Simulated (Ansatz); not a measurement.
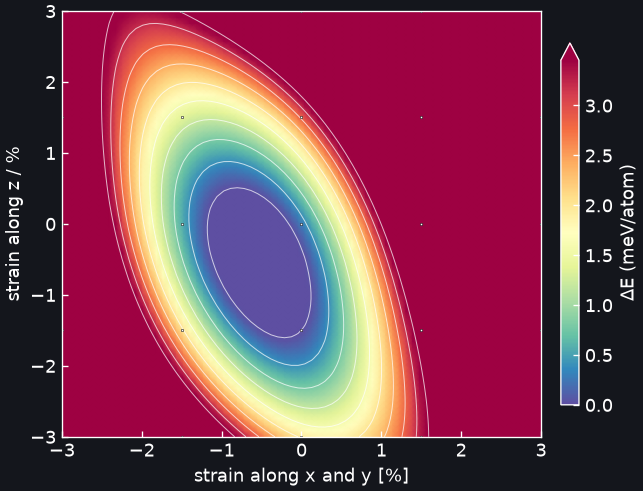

Be (Im-3m, No. 229; 1 atom in the cell). 
- The cell is strained homogeneously, by one strain along x and y and another along z, with fractional coordinates fixed (x, y and z along the cube axes).
- Coordinates scanned: (1) strain along x and y; (2) strain along z.
- The grid has 5 × 5 points.
- Points are written as (first, second).
- Energies are in meV/atom, from the lowest grid point.
- The reference cell is the one listed in the database, not relaxed at this level.
- Level of theory: Ansatz, DFT PBEsol, scalar-relativistic, plane waves, PAW. Settings: cutoff 420 eV, k-mesh 26×26×26, gaussian smearing 0.15 eV, no spin polarisation.

The picture shows a smooth colour map with a few white contour lines, dots at the grid points, one colour for all values above the top of the scale. Between grid points the surface is interpolated.

Estimate the clamped-ion elastic constants that this map fixes.

With the cell volume of 7.9 Å³, the curvatures of the interpolated surface at its minimum give C₁₁ + C₂₂ + 2C₁₂ ≈ 600 GPa, C₃₃ ≈ 220 GPa and C₁₃ + C₂₃ ≈ 154 GPa (clamped ions, Cartesian axes of the cell). A stretch of 1 % along z with free sides (kept equal in x and y) would change the in-plane lengths by about −0.26 %.
